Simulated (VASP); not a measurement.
# Geometry relaxation of BN (part 1 of 2)

The run: geometry relaxation of BN (4 atoms in the cell). Method and program: Kohn-Sham DFT of a periodic cell, LDA, VASP PAW LDA potentials, recommended, no spin polarisation (VASP 6.6.1).

The structure derives from an entry of the Crystallography Open Database.

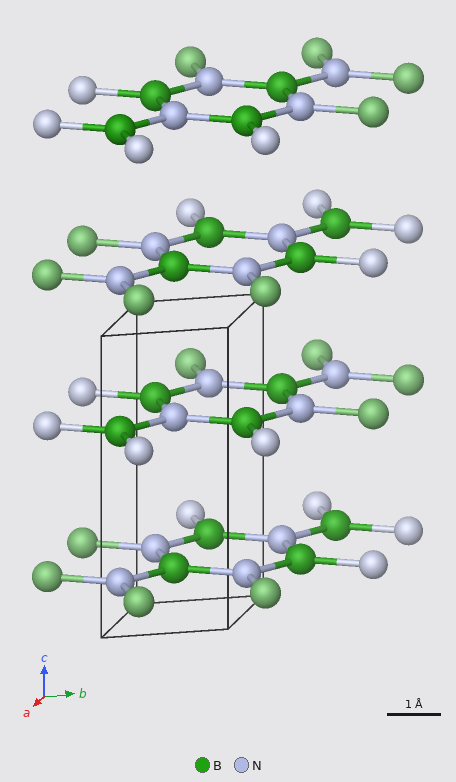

Figure 1. The structure as given in the input (ball-and-stick view of the cell of the calculation, repeated 2 × 2 × 2, seen slightly off an axis; neighbours outside the cell are drawn fainter).

### Results in brief

```tsv
quantity	value
outcome	converged
space group (tolerance 0.01 Å)	P6₃/mmc (194)
electrons treated	16
free energy	−38.5590 eV
Fermi energy	4.129 eV
gap on the k-point mesh	4.02 eV
pressure	0.01 GPa
final volume	29.81 Å³
largest force (length of the vector) at the end	under 0.001 eV/Å
final cell	a = 2.472 Å, b = 2.472 Å, c = 5.632 Å, α = 90.00°, β = 90.00°, γ = 120.00°
hardware	1 thread of Intel Xeon (Granite Rapids), 64 GiB of memory available, shared host
wall time	11 s
peak memory	0.12 GiB
```

### Remarks

The volume changed by more than 5 % on the plane waves of the start, so the result carries a basis error; a second relaxation from the end is advised.

### INCAR
```
  PREC = Accurate
  ENCUT = 350
  EDIFF = 1E-7
  ISMEAR = 0
  SIGMA = 0.02
  LREAL = False
  LASPH = True
  NELM = 60
  ALGO = Fast
  ISIF = 3
  LWAVE = False
  LCHARG = False
  GGA = CA
  IBRION = 2
  NSW = 80
  EDIFFG = -0.002
```

### KPOINTS
```
regular mesh
0
Gamma
  9 9 4
```

### POSCAR
```
BN                                      
1.0
    2.4753521339     -0.0000000000      0.0000000000
   -1.2376760670      2.1437178267     -0.0000000000
    0.0000000000     -0.0000000000      5.9322024023
  B               N             
     2     2
Direct
     0.3333333300000021    0.6666666699999979    0.2500000000000000
     0.6666666699999979    0.3333333300000021    0.7500000000000000
     0.3333333300000021    0.6666666699999979    0.7500000000000000
     0.6666666699999979    0.3333333300000021    0.2500000000000000
```

Run as:
```bash
cat potpaw_LDA.64/B/POTCAR potpaw_LDA.64/N/POTCAR > POTCAR
mpirun -np 1 vasp_std > vasp.out
```

### OSZICAR
```
N       E                     dE             d eps       ncg     rms          rms(c)
DAV:   1     0.290635113521E+02    0.29064E+02   -0.67588E+03   900   0.911E+02
DAV:   2    -0.400162254553E+02   -0.69080E+02   -0.62679E+02  1212   0.208E+02
DAV:   3    -0.423820525924E+02   -0.23658E+01   -0.23572E+01  1096   0.390E+01
DAV:   4    -0.423989051289E+02   -0.16853E-01   -0.16840E-01  1044   0.360E+00
DAV:   5    -0.423991208338E+02   -0.21570E-03   -0.21567E-03  1088   0.386E-01    0.112E+01
RMM:   6    -0.389609821337E+02    0.34381E+01   -0.71918E+00   864   0.200E+01    0.523E+00
RMM:   7    -0.386184499346E+02    0.34253E+00   -0.13900E+00   864   0.837E+00    0.314E+00
RMM:   8    -0.385363271595E+02    0.82123E-01   -0.42773E-01   864   0.542E+00    0.912E-01
RMM:   9    -0.385100963495E+02    0.26231E-01   -0.44446E-02   864   0.186E+00    0.220E-01
RMM:  10    -0.385115938078E+02   -0.14975E-02   -0.28789E-02   864   0.125E+00    0.238E-01
RMM:  11    -0.385102480504E+02    0.13458E-02   -0.26854E-03   864   0.425E-01    0.106E-01
RMM:  12    -0.385100990232E+02    0.14903E-03   -0.14145E-03   864   0.296E-01    0.848E-03
RMM:  13    -0.385101139759E+02   -0.14953E-04   -0.11654E-04   864   0.882E-02    0.165E-02
RMM:  14    -0.385101158595E+02   -0.18836E-05   -0.17476E-05   873   0.315E-02    0.171E-02
RMM:  15    -0.385101113919E+02    0.44676E-05   -0.35468E-06   864   0.151E-02    0.860E-03
RMM:  16    -0.385101101562E+02    0.12357E-05   -0.83810E-06   864   0.216E-02    0.743E-04
RMM:  17    -0.385101101751E+02   -0.18885E-07   -0.42884E-07   697   0.526E-03
   1 F= -.38510110E+02 E0= -.38510110E+02  d E =-.385101E+02
       N       E                     dE             d eps       ncg     rms          rms(c)
DAV:   1    -0.386312723069E+02   -0.12116E+00   -0.27124E+00   936   0.162E+01    0.178E+00
RMM:   2    -0.385428906587E+02    0.88382E-01   -0.17781E-01   864   0.355E+00    0.599E-01
RMM:   3    -0.385337912127E+02    0.90994E-02   -0.54298E-02   864   0.182E+00    0.213E-01
RMM:   4    -0.385319132492E+02    0.18780E-02   -0.55973E-03   864   0.661E-01    0.890E-02
RMM:   5    -0.385316526468E+02    0.26060E-03   -0.10163E-03   864   0.259E-01    0.374E-02
RMM:   6    -0.385317027630E+02   -0.50116E-04   -0.38386E-04   864   0.154E-01    0.479E-02
RMM:   7    -0.385316639433E+02    0.38820E-04   -0.16098E-04   864   0.106E-01    0.660E-03
RMM:   8    -0.385316641157E+02   -0.17242E-06   -0.10623E-05   864   0.285E-02    0.458E-03
RMM:   9    -0.385316640307E+02    0.85017E-07   -0.10457E-06   794   0.819E-03    0.252E-03
RMM:  10    -0.385316639381E+02    0.92542E-07   -0.23155E-07   617   0.360E-03
   2 F= -.38531664E+02 E0= -.38531664E+02  d E =-.215538E-01
       N       E                     dE             d eps       ncg     rms          rms(c)
DAV:   1    -0.385361181668E+02   -0.44541E-02   -0.89300E-02   968   0.291E+00    0.324E-01
RMM:   2    -0.385331580755E+02    0.29601E-02   -0.57939E-03   864   0.643E-01    0.108E-01
RMM:   3    -0.385328482742E+02    0.30980E-03   -0.17354E-03   864   0.323E-01    0.387E-02
RMM:   4    -0.385327822620E+02    0.66012E-04   -0.18712E-04   864   0.121E-01    0.161E-02
RMM:   5    -0.385327731026E+02    0.91594E-05   -0.33270E-05   864   0.467E-02    0.650E-03
RMM:   6    -0.385327744293E+02   -0.13267E-05   -0.11481E-05   864   0.266E-02    0.825E-03
RMM:   7    -0.385327733114E+02    0.11179E-05   -0.48592E-06   864   0.184E-02    0.137E-03
RMM:   8    -0.385327733508E+02   -0.39457E-07   -0.26824E-07   647   0.459E-03
   3 F= -.38532773E+02 E0= -.38532773E+02  d E =-.226632E-01
       N       E                     dE             d eps       ncg     rms          rms(c)
DAV:   1    -0.385906322496E+02   -0.57859E-01   -0.14907E+00   872   0.109E+01    0.901E-01
RMM:   2    -0.385608635269E+02    0.29769E-01   -0.36942E-02   864   0.160E+00    0.437E-01
RMM:   3    -0.385522288504E+02    0.86347E-02   -0.23214E-02   864   0.119E+00    0.139E-01
RMM:   4    -0.385516746139E+02    0.55424E-03   -0.20040E-03   864   0.387E-01    0.330E-02
RMM:   5    -0.385516551807E+02    0.19433E-04   -0.34005E-04   864   0.151E-01    0.166E-02
RMM:   6    -0.385516546025E+02    0.57819E-06   -0.40371E-05   864   0.548E-02    0.741E-03
RMM:   7    -0.385516534319E+02    0.11706E-05   -0.93535E-06   864   0.261E-02    0.213E-03
RMM:   8    -0.385516536486E+02   -0.21674E-06   -0.20880E-06   863   0.121E-02    0.215E-03
RMM:   9    -0.385516535132E+02    0.13544E-06   -0.41476E-07   682   0.502E-03    0.920E-04
RMM:  10    -0.385516535249E+02   -0.11752E-07   -0.15679E-07   589   0.310E-03
   4 F= -.38551654E+02 E0= -.38551654E+02  d E =-.188802E-01
       N       E                     dE             d eps       ncg     rms          rms(c)
DAV:   1    -0.386008984528E+02   -0.49245E-01   -0.16195E+00   872   0.114E+01    0.942E-01
RMM:   2    -0.385688752026E+02    0.32023E-01   -0.39942E-02   864   0.167E+00    0.457E-01
RMM:   3    -0.385595969136E+02    0.92783E-02   -0.24943E-02   864   0.124E+00    0.144E-01
RMM:   4    -0.385589968729E+02    0.60004E-03   -0.21344E-03   864   0.402E-01    0.344E-02
RMM:   5    -0.385589753007E+02    0.21572E-04   -0.36523E-04   864   0.157E-01    0.172E-02
RMM:   6    -0.385589746456E+02    0.65510E-06   -0.43091E-05   864   0.566E-02    0.766E-03
RMM:   7    -0.385589733842E+02    0.12614E-05   -0.98201E-06   864   0.269E-02    0.222E-03
RMM:   8    -0.385589735968E+02   -0.21256E-06   -0.22033E-06   863   0.124E-02    0.214E-03
RMM:   9    -0.385589734625E+02    0.13429E-06   -0.42965E-07   687   0.509E-03    0.939E-04
RMM:  10    -0.385589734752E+02   -0.12736E-07   -0.16474E-07   589   0.316E-03
   5 F= -.38558973E+02 E0= -.38558973E+02  d E =-.262001E-01
       N       E                     dE             d eps       ncg     rms          rms(c)
DAV:   1    -0.385593820629E+02   -0.40860E-03   -0.13692E-02  1036   0.105E+00    0.863E-02
RMM:   2    -0.385591103490E+02    0.27171E-03   -0.32761E-04   864   0.151E-01    0.421E-02
RMM:   3    -0.385590307461E+02    0.79603E-04   -0.21818E-04   864   0.116E-01    0.131E-02
RMM:   4    -0.385590259479E+02    0.47982E-05   -0.18319E-05   864   0.373E-02    0.331E-03
RMM:   5    -0.385590257451E+02    0.20278E-06   -0.33909E-06   864   0.150E-02    0.155E-03
RMM:   6    -0.385590257091E+02    0.36011E-07   -0.40803E-07   726   0.549E-03
   6 F= -.38559026E+02 E0= -.38559026E+02  d E =-.262524E-01
```

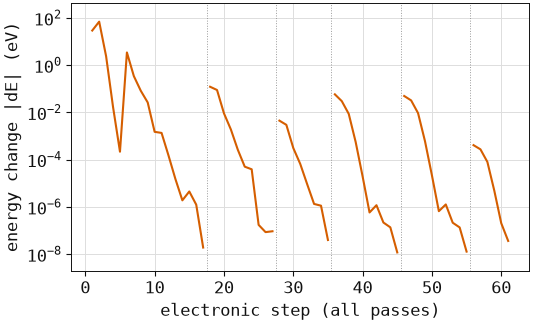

Figure 2. Convergence of the self-consistent field: energy change |dE| against the electronic step. Each stretch between dotted lines is the SCF of one geometry step of a relaxation. The 6 ionic steps take 6 to 17 electronic steps each. The density is held fixed in the first few steps, and dE rises again when its update begins.

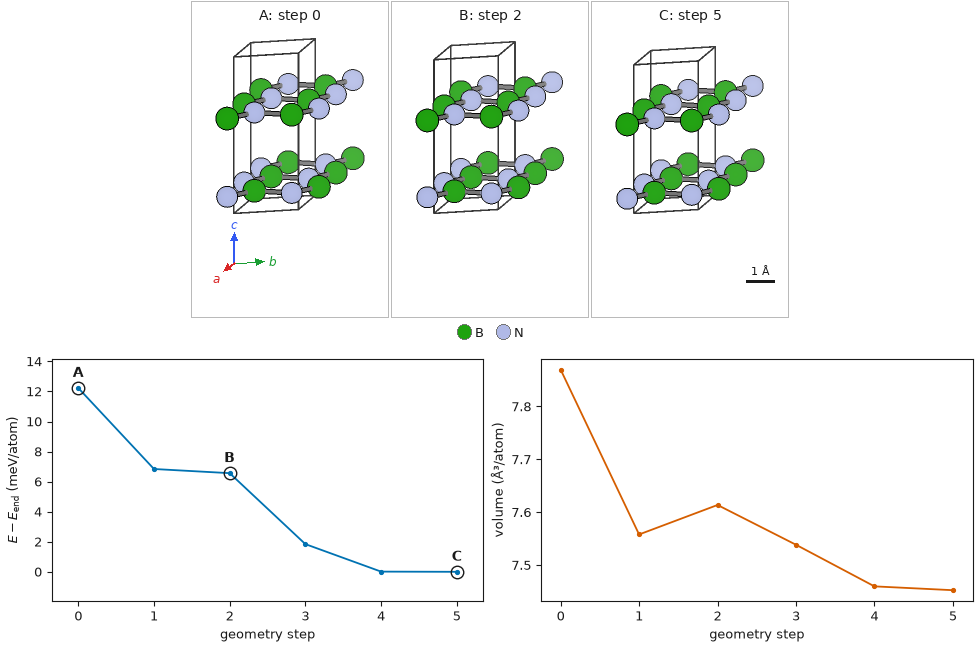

Figure 3. Frames of the relaxation (ball-and-stick view of the cell of the calculation, repeated 3 × 2 × 1, seen slightly off an axis) above the curves, on which the letters mark them (steps are counted from 0).

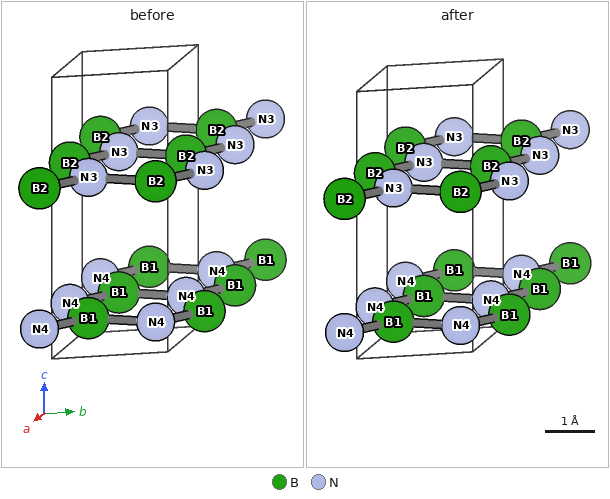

Figure 4. Before (left) and after (right) the relaxation, at one scale (ball-and-stick view of the cell of the calculation, repeated 3 × 2 × 1, seen slightly off an axis). The atoms keep their places relative to the cell (all moves are under 0.005 Å). The volume changes by −5.3 %, with a = b 2.475 → 2.472 Å (−0.1 %), c 5.932 → 5.632 Å (−5.1 %). The space group stays P6_3/mmc (No. 194). After 5 geometry steps the energy has fallen by 12.2 meV per atom. All forces vanish by symmetry, so only the cell relaxes. (Atoms are counted from 1 in the order of the input.)

### Parts of OUTCAR
```
PREC = Accurate
   ENCUT = 350
   EDIFF = 1E-7
   ISMEAR = 0
   LREAL = False
   LASPH = True
   NELM = 60
   ISIF = 3
   GGA = CA
   IBRION = 2
   NSW = 80
   EDIFFG = -0.002

 ion  position               nearest neighbor table
   1  0.333  0.667  0.250-   4 1.43   4 1.43   4 1.43
   2  0.667  0.333  0.750-   3 1.43   3 1.43   3 1.43
   3  0.333  0.667  0.750-   2 1.43   2 1.43   2 1.43
   4  0.667  0.333  0.250-   1 1.43   1 1.43   1 1.43

  LATTYP: Found a hexagonal cell.
 ALAT       =     2.4753521339
 C/A-ratio  =     2.3965084891

  Lattice vectors:

 A1 = (   2.4753521339,   0.0000000000,   0.0000000000)
 A2 = (  -1.2376760670,   2.1437178267,   0.0000000000)
 A3 = (   0.0000000000,   0.0000000000,   5.9322024023)

Analysis of symmetry for initial positions (statically):
=====================================================================
 Subroutine PRICEL returns:
 Original cell was already a primitive cell.

 Routine SETGRP: Setting up the symmetry group for a
 hexagonal supercell.

 Subroutine GETGRP returns: Found 24 space group operations
 (whereof 12 operations were pure point group operations)
 out of a pool of 24 trial point group operations.

The static configuration has the point symmetry D_3d.
 The point group associated with its full space group is D_6h.

Analysis of symmetry for dynamics (positions and initial velocities):
=====================================================================
 Subroutine PRICEL returns:
 Original cell was already a primitive cell.

 Routine SETGRP: Setting up the symmetry group for a
 hexagonal supercell.

 Subroutine GETGRP returns: Found 24 space group operations
 (whereof 12 operations were pure point group operations)
 out of a pool of 24 trial point group operations.

The dynamic configuration has the point symmetry D_3d.
 The point group associated with its full space group is D_6h.

 Subroutine INISYM returns: Found 24 space group operations
 (whereof 12 operations are pure point group operations),
 and found     1 'primitive' translations

----------------------------------------------------------------------------------------

                                     Primitive cell

  volume of cell :      31.4790

  direct lattice vectors                    reciprocal lattice vectors
     2.475352134  0.000000000  0.000000000     0.403982927  0.233239652  0.000000000
    -1.237676067  2.143717827  0.000000000     0.000000000  0.466479304  0.000000000
     0.000000000  0.000000000  5.932202402     0.000000000  0.000000000  0.168571457

  length of vectors
     2.475352134  2.475352130  5.932202402     0.466479303  0.466479304  0.168571457

  position of ions in fractional coordinates (direct lattice)
     0.333333330  0.666666670  0.250000000
     0.666666670  0.333333330  0.750000000
     0.333333330  0.666666670  0.750000000
     0.666666670  0.333333330  0.250000000

  ion indices of the primitive-cell ions
   primitive index   ion index
                 1           1
                 2           2
                 3           3
                 4           4

----------------------------------------------------------------------------------------

 KPOINTS: regular mesh

Automatic generation of k-mesh.
 Grid dimensions read from file:
 generate k-points for:    9    9    4

 Generating k-lattice:

  Cartesian coordinates                     Fractional coordinates (reciprocal lattice)
     0.044886992  0.025915517  0.000000000     0.111111111  0.000000000  0.000000000
     0.000000000  0.051831034  0.000000000     0.000000000  0.111111111  0.000000000
     0.000000000  0.000000000  0.042142864     0.000000000  0.000000000  0.250000000

  Length of vectors
     0.051831034  0.051831034  0.042142864

  Shift w.r.t. Gamma in fractional coordinates (k-lattice)
     0.000000000  0.000000000  0.000000000

 Subroutine IBZKPT returns following result:
 ===========================================

 Found     36 irreducible k-points:

 Following reciprocal coordinates:
            Coordinates               Weight
  0.000000  0.000000  0.000000      1.000000
  0.111111  0.000000  0.000000      6.000000
  0.222222  0.000000  0.000000      6.000000
  0.333333  0.000000  0.000000      6.000000
  0.444444  0.000000  0.000000      6.000000
  0.111111  0.111111  0.000000      6.000000
  0.222222  0.111111  0.000000     12.000000
  0.333333  0.111111  0.000000     12.000000
  0.444444  0.111111  0.000000      6.000000
  0.222222  0.222222  0.000000      6.000000
  0.333333  0.222222  0.000000     12.000000
  0.333333  0.333333  0.000000      2.000000
  0.000000  0.000000  0.250000      2.000000
  0.111111  0.000000  0.250000     12.000000
  0.222222  0.000000  0.250000     12.000000
  0.333333  0.000000  0.250000     12.000000
  0.444444  0.000000  0.250000     12.000000
  0.111111  0.111111  0.250000     12.000000
  0.222222  0.111111  0.250000     24.000000
  0.333333  0.111111  0.250000     24.000000
  0.444444  0.111111  0.250000     12.000000
  0.222222  0.222222  0.250000     12.000000
  0.333333  0.222222  0.250000     24.000000
  0.333333  0.333333  0.250000      4.000000
 [... further k-points ...]
   k-points           NKPTS =     36   k-points in BZ     NKDIM =     36   number of bands    NBANDS=     12
   number of dos      NEDOS =    301   number of ions     NIONS =      4
   total plane-waves  NPLWV =   9216
   dimension x,y,z NGX =    16 NGY =   16 NGZ =   36
   dimension x,y,z NGXF=    32 NGYF=   32 NGZF=   72
   ions per type =               2   2
   NGX,Y,Z   is equivalent  to a cutoff of  10.75, 10.75, 10.09 a.u.
   NGXF,Y,Z  is equivalent  to a cutoff of  21.49, 21.49, 20.18 a.u.
 SYSTEM =  unknown system
   PREC   = accura    normal or accurate (medium, high low for compatibility)
   ISTART =      0    job   : 0-new  1-cont  2-samecut
   ICHARG =      2    charge: 1-file 2-atom 10-const
   ISPIN  =      1    spin polarized calculation?
   LNONCOLLINEAR =      F non collinear calculations
   LSORBIT =      F    spin-orbit coupling
   LASPH  =      T    aspherical Exc in radial PAW
   ENCUT  =  350.0 eV  25.72 Ry    5.07 a.u.   3.78  3.78  9.05*2*pi/ulx,y,z
   NELM   =     60;   NELMIN=  2; NELMDL= -5     # of ELM steps
   EDIFF  = 0.1E-06   stopping-criterion for ELM
   LREAL  =      F    real-space projection
   EDIFFG = -.2E-02   stopping-criterion for IOM
   NSW    =     80    number of steps for IOM
   IBRION =      2    ionic relax: 0-MD 1-quasi-New 2-CG
   NFREE  =      1    steps in history (QN), initial steepest desc. (CG)
   ISIF   =      3    stress and relaxation
   ISYM   =      2    0-nonsym 1-usesym 2-fastsym
   POTIM  = 0.5000    time-step for ionic-motion
   TEBEG  =    0.0;   TEEND  =   0.0 temperature during run
   PSTRESS=    0.0 pullay stress
   NELECT =      16.0000    total number of electrons
   NUPDOWN=      -1.0000    fix difference up-down
   EMIN   =  10.00;   EMAX   =-10.00  energy-range for DOS
   EFERMI =   0.00;   METHOD = LEGACY
   ISMEAR =     0;   SIGMA  =   0.02  broadening in eV -4-tet -1-fermi 0-gaus
   EFERMI_NEDOS =   21; number of points for ismear=-14 and -15
   IALGO  =     68    algorithm
   IMIX   =      4    mixing-type and parameters
     AMIX     =   0.40;   BMIX     =  1.00
     AMIX_MAG =   1.60;   BMIX_MAG =  1.00
  volume/ion in A,a.u.               =       7.87        53.11
  Fermi-wavevector in a.u.,A,eV,Ry     =   1.306496  2.468919 23.224205  1.706931
  Thomas-Fermi vector in A             =   2.437294
   LORBIT       =      0    0 simple, 1 ext, 2 COOP (PROOUT), +10 PAW based schemes
   GGA     = CA    functional components
   LHFCALC =     F    Hartree Fock is set to
   AEXX    =    0.0000 exact exchange contribution
   IVDW    =     0    specifies the selected vdW correction
   LEPSILON=     F    determine dielectric tensor
   LRPA    =     F    only Hartree local field effects (RPA)
 conjugate gradient relaxation of ions
 non-spin polarized calculation
 RMM-DIIS sequential band-by-band and
 Gauss-broadening in eV      SIGMA  =   0.02
  energy-cutoff  :      350.00
  volume of cell :       31.48
 maximum number of plane-waves:       477
 NGX is ok and might be reduce to    16
   NGX =  7   NGY =  7   NGZ = 19

--------------------------------------- Ionic step        1  -------------------------------------------

 number of electron      16.0000000 magnetization

 Free energy of the ion-electron system (eV)
  ---------------------------------------------------
  ext. energy  EPLUGINS =         0.00000000
  ---------------------------------------------------
  free energy    TOTEN  =       -38.51011018 eV
```
